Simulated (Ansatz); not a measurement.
## Ru₄S: geometry relaxation (part 2 of 2)

The same run, continued: Ru₄S (slab, 5 atoms in the cell); DFT PBE, scalar-relativistic, plane waves, PAW, PAW set soft_1, no spin polarisation (Ansatz 0.2.0); cutoff 420 eV, 12×12×1 k-mesh, Gaussian smearing of 0.1 eV. The structure derives from an entry of the Crystallography Open Database. The input holds or restrains some coordinates. Forces given for the steps count only the free coordinates.

Geometry of the input (Å; fractional positions):
```
2.7198  0.0000  0.0000
-1.3599  2.3554  0.0000
0.0000  0.0000  21.8663
Ru 0.6667  0.3333  0.1829
Ru 0.3333  0.6667  0.2812
Ru 0.6667  0.3333  0.3791
Ru 0.3333  0.6667  0.4741
S  0.6667  1.3333  0.5549
```

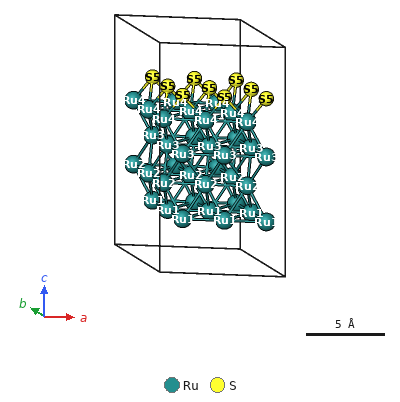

The geometry at step 2 of the log (ball-and-stick view of the 3 × 3 repeat of the cell, with the vacuum cut short, seen slightly off an axis; atoms are numbered from 1 in the order of the input).

```
WARN: The output density's exchange-correlation potential varies sharply where the density is thin. Do not read a vacuum level from v_tot or v_xc, or from such a field of the output density. On a cell that repeats whose density bears no net charge and no dipole along the vacuum's axis use v_es (v_loc + v_h of the components); under efield.dipole_correction with no amplitude use v_es + v_field, which holds any external_charges[].barrier, or the levels of the report's work_function block, which leave it out; under a non-zero efield.amplitude the vacuum is tilted and has no level; on a cell that repeats and bears such a dipole with no correction it is tilted too, and efield.dipole_correction with no amplitude gives each side of its ramp a level where efield: is served; in a cell that repeats whose density bears a net charge (total_charge, or a fill off its count) it is curved and has none; of a slab under crystal.periodic whose density bears no net charge use v_es, which has a level on each side, short of where the two are joined; of another it falls or rises all the way out and has none; of a slab beside external_charges read slab_vacuum_level instead, which it has where they leave it neutral. The grid or the basis barely resolves most such structure, and the values can differ between equally converged runs; as a rule a tighter scf.convergence.dr2_threshold does not remove it. Where the density itself ripples (under the LDA too) a higher basis.ecutwfc lessens it. The files hold the spikes' plane waves up to the density's cutoff. Files: v_tot_of_output_density and the like, and their columns of v_z.tsv (output.write_potential); v_xc_of_output_density and the like, and their columns of v_comp_z.tsv (output.write_potential_components). Measured: with its Gaussian average of σ = 0.25 Å subtracted twice, the exchange-correlation potential is over 0.1 eV at 90 of the grid points where the equally averaged density (valence and model cores) is under 1e-3 e/Å³, and 0.387 eV at the most among them, at an averaged density of 6.5e-8 e/Å³. The input density's (outcome.potential() and, of a run that writes arrays, v_tot and v_xc) is over 0.1 eV, so measured, at 54 points of its own thin density, 0.135 eV at the most. See output.write_potential in the manual, Limitations
SCF converged after 5 iterations
Free energy (F): -24415.512685 eV
Harris-Foulkes:  -24415.512685 eV  (|F-HF|=2.60e-8)
Internal energy: -24415.483019 eV  (E = F + TS)
E sigma→0 (E₀):  -24415.497852 eV
Entropy (-TS):   -0.029665 eV (-5.933 meV/atom)
Fermi energy:    7.793658 eV
Dipole field:    D = 0.025342 V/Å  (p = 0.019618 e·Å, saw-weighted, corrected)
Work function:   Φ+ = 4.5259 eV   Φ− = 5.0800 eV
Levels:          The Fermi level and band energies are counted from a zero that moves with the ramp; work functions are not
--- Per-component energies (eV) ---
  E_band       = -1220.212284
  E_kinetic    = 1948.649294
  E_local      = -88604.738866  (includes V_loc(G=0)·N_el)
  E_nonlocal   = 1688.063470
  E_hartree    = 42922.430959
  E_xc         = -768.556641
  E_vxc        = -942.206321  (∫ρ·V_xc dr)
  E_paw        = -14615.742728  (= ΣΔE_a)
  E_vpaw       = -1155.643061  (= ΣTr[D̂ρ^β])
  E_aug_tail   = 0.002552  (compensation charges beyond the density's cutoff)
  E_efield     = 0.000249  (sawtooth field / dipole correction)
  E_vefield    = 0.785575  (∫n·V_field dr)
  E_ewald      = 33014.408692
  E_smearing   = -0.029665  (= −TS)
  E_closure    = -0.000000  (closes the sum)
  Σ components = -24415.512685   (vs F -24415.512685, Δ=0.00e0)
--- Forces (eV/Å), atoms counted from 1 ---
  atom   1  Ru     0.00000000     0.00000000     0.72130907
  atom   2  Ru    -0.00000000    -0.00000000    -0.81633027
  atom   3  Ru    -0.00000000     0.00000000    -1.34086053
  atom   4  Ru     0.00000000    -0.00000000     1.43515103
  atom   5  S      0.00000000     0.00000000     0.00072836
  max |Σ_I F_I| component: 2.33e-6 eV/Å
--- Band table (eV; the first three rows and the last of 19) ---
  k-point 0: bands = ["-65.6590", "-65.3781", "-65.2778", "-64.8266", "-35.9878", "-35.5454", "-35.2594", "-35.2594", "-35.0866", "-34.9584", "-34.9584", "-34.8711", "-34.8711", "-34.6891", "-34.4049", "-34.4049", "-8.9386", "-0.1689", "0.6898", "1.5463", "2.2206", "3.4610", "4.4319", "4.4319", "4.9120", "4.9120", "5.0984", "5.3369", "5.3369", "5.3439", "5.8624", "5.8624", "6.3300", "6.3300", "6.6316", "7.4587", "7.4587", "8.4168", "8.4168", "8.6038", "8.8991", "8.8991"]
  k-point 1: bands = ["-65.6514", "-65.3704", "-65.2727", "-64.8203", "-35.9719", "-35.5432", "-35.3126", "-35.2721", "-35.0994", "-34.9913", "-34.9716", "-34.9145", "-34.8802", "-34.6875", "-34.4501", "-34.4158", "-8.7912", "0.0590", "0.9029", "1.7572", "2.4379", "3.4309", "4.2066", "4.6062", "4.7503", "4.8106", "5.0528", "5.3035", "5.3730", "5.5089", "5.5665", "5.9276", "6.1976", "6.3209", "6.5015", "7.3266", "7.3953", "7.8124", "8.4008", "8.8530", "8.9486", "10.1359"]
  k-point 2: bands = ["-65.6306", "-65.3494", "-65.2589", "-64.8031", "-35.9294", "-35.5585", "-35.4301", "-35.3069", "-35.1820", "-35.0735", "-35.0068", "-34.9902", "-34.9052", "-34.6920", "-34.5682", "-34.4454", "-8.3585", "0.6615", "1.4219", "2.2482", "2.8495", "3.2786", "3.7716", "4.3176", "4.5615", "4.8035", "5.0533", "5.0836", "5.2833", "5.3590", "5.8591", "5.9982", "6.0634", "6.2850", "6.6855", "6.8777", "7.3386", "7.8309", "8.3454", "8.9191", "9.0484", "9.8538"]
  k-point 18: bands = ["-65.5302", "-65.2396", "-65.2004", "-64.7203", "-35.8504", "-35.7901", "-35.7752", "-35.5008", "-35.4816", "-35.4158", "-35.3122", "-35.1561", "-35.1267", "-34.8795", "-34.8165", "-34.6930", "-4.8560", "0.4985", "1.0538", "2.5882", "2.9830", "3.1065", "3.3771", "3.4233", "3.9745", "4.0748", "4.1509", "4.7999", "5.1918", "5.7677", "5.8216", "5.9586", "6.5804", "7.1898", "8.4261", "8.4624", "8.4960", "8.7524", "8.9198", "9.9052", "14.4922", "14.6590"]
--- Relaxed structure (3 steps of the walk, 3 accepted, 0 SCFs on fresh bases) ---
  F+E_penalty+E_count = -24415.51268484 eV   max|allowed force component| = 7.284e-4 eV/Å
  atoms:
    - { symbol: Ru, position: [0.6666666666666666, 0.3333333333333333, 0.1829295714] }
    - { symbol: Ru, position: [0.33333333333333337, 0.6666666666666667, 0.2811778374000001] }
    - { symbol: Ru, position: [0.6666666666666666, 0.3333333333333333, 0.37908162850000005] }
    - { symbol: Ru, position: [0.33333333333333337, 0.6666666666666667, 0.4740774823000001] }
    - { symbol: S, position: [0.6666666666666666, 1.3333333333333333, 0.5551792282220769] }
```

Trajectory as extended XYZ (Å, eV, eV/Å), 3 frames, from step=1 to step=3:
```
5
Lattice="2.7198 0.0000 0.0000 -1.3599 2.3554 0.0000 0.0000 0.0000 21.8663" Properties=species:S:1:pos:R:3:forces:R:3 step=1 energy=-24415.51250
Ru    1.3599    0.7851    4.0000    0.0000   0.0000   0.7205
Ru    0.0000    1.5703    6.1483    0.0000   0.0000  -0.8159
Ru    1.3599    0.7851    8.2891    0.0000   0.0000  -1.3602
Ru    0.0000    1.5703   10.3663    0.0000   0.0000   1.3956
S     0.0000    3.1406   12.1337    0.0000   0.0000   0.0589
5
Lattice="2.7198 0.0000 0.0000 -1.3599 2.3554 0.0000 0.0000 0.0000 21.8663" Properties=species:S:1:pos:R:3:forces:R:3 step=2 energy=-24415.51264
Ru    1.3599    0.7851    4.0000    0.0000   0.0000   0.7213
Ru    0.0000    1.5703    6.1483    0.0000   0.0000  -0.8158
Ru    1.3599    0.7851    8.2891    0.0000   0.0000  -1.3502
Ru    0.0000    1.5703   10.3663    0.0000   0.0000   1.4161
S     0.0000    3.1406   12.1368    0.0000   0.0000   0.0287
5
Lattice="2.7198 0.0000 0.0000 -1.3599 2.3554 0.0000 0.0000 0.0000 21.8663" Properties=species:S:1:pos:R:3:forces:R:3 step=3 energy=-24415.51269
Ru    1.3599    0.7851    4.0000    0.0000   0.0000   0.7213
Ru    0.0000    1.5703    6.1483    0.0000   0.0000  -0.8163
Ru    1.3599    0.7851    8.2891    0.0000   0.0000  -1.3409
Ru    0.0000    1.5703   10.3663    0.0000   0.0000   1.4352
S     0.0000    3.1406   12.1397    0.0000   0.0000   0.0007
```

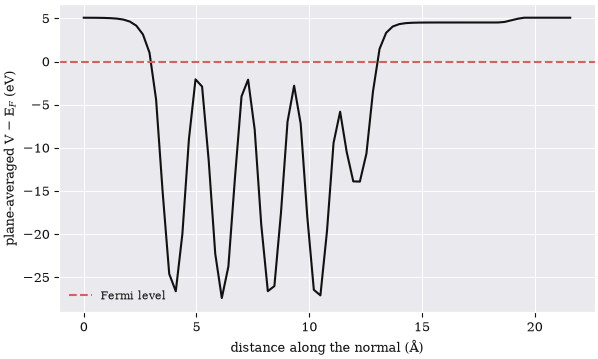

Plane average of the electrostatic potential energy of an electron across the cell, from the Fermi level. The vacuum level lies 4.53 eV above the Fermi level on the upper side and 5.08 eV on the lower.

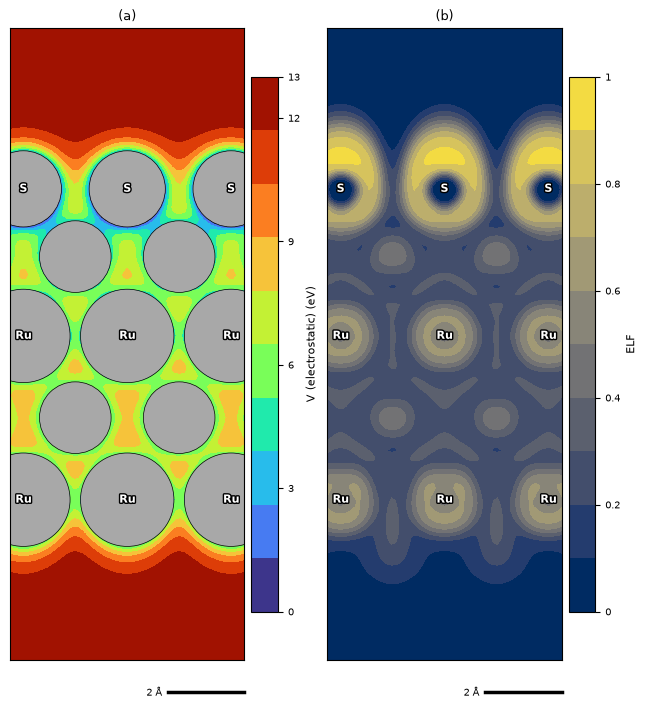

(a) electrostatic potential energy of an electron; (b) electron localisation function on the (11̄0) plane of the calculation cell, a cut from vacuum to vacuum. Grey discs, where drawn, cover atomic cores. The section cuts through Ru and S sites. Ru–Ru (2.72 Å): the ELF is about 0.30 at the midpoint; no shared electron pair. The strong features right at Ru lie inside the PAW spheres (semicore, d or f shells) and say nothing about bonding. The fields are those of the smooth PAW valence density.

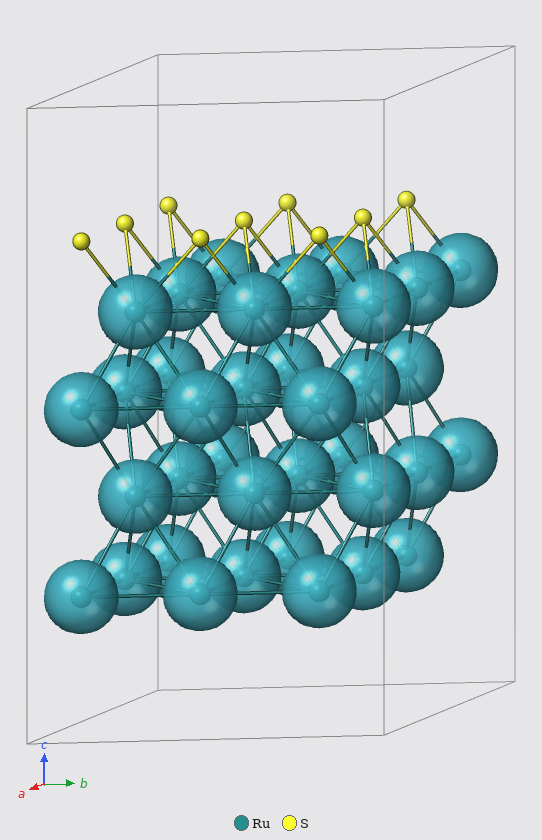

Isosurface of the valence pseudo-density at 1.5 e/Å³ (cyan), seen slightly off an axis. Sticks mark near contacts. At this value the density breaks into separate islands; it holds about 60 % of the electrons treated as valence (semicore included). It is pinched off along the Ru–S (2.37 Å), Ru–Ru (2.60 Å), Ru–Ru (2.65 Å) and Ru–Ru (2.72 Å) contacts. On the grid the lowest density along these lines, outside the cores, is 0.63 e/Å³ (Ru–S, 2.37 Å), 0.46 e/Å³ (Ru–Ru, 2.60 Å), 0.43 e/Å³ (Ru–Ru, 2.65 Å) and 0.37 e/Å³ (Ru–Ru, 2.72 Å).

Key numbers:

```json
{"quantity": "outcome", "value": "converged under the restraints of the input"}
{"quantity": "electrons treated", "value": "70"}
{"quantity": "free energy", "value": "−24415.5127 eV"}
{"quantity": "work function, top face", "value": "4.53 eV"}
{"quantity": "work function, bottom face", "value": "5.08 eV"}
{"quantity": "Fermi energy", "value": "7.794 eV"}
{"quantity": "gap on the k-point mesh", "value": "none (metallic)"}
{"quantity": "final volume", "value": "140.08 Å³"}
{"quantity": "work function (upper face)", "value": "4.53 eV"}
{"quantity": "largest force (length of the vector) at the end, held atoms and coordinates included", "value": "1.435 eV/Å"}
{"quantity": "wall time", "value": "33 s"}
{"quantity": "peak memory", "value": "0.47 GiB"}
```

Notes:

The program warns: the exchange-correlation potential is rough where the density is thin.
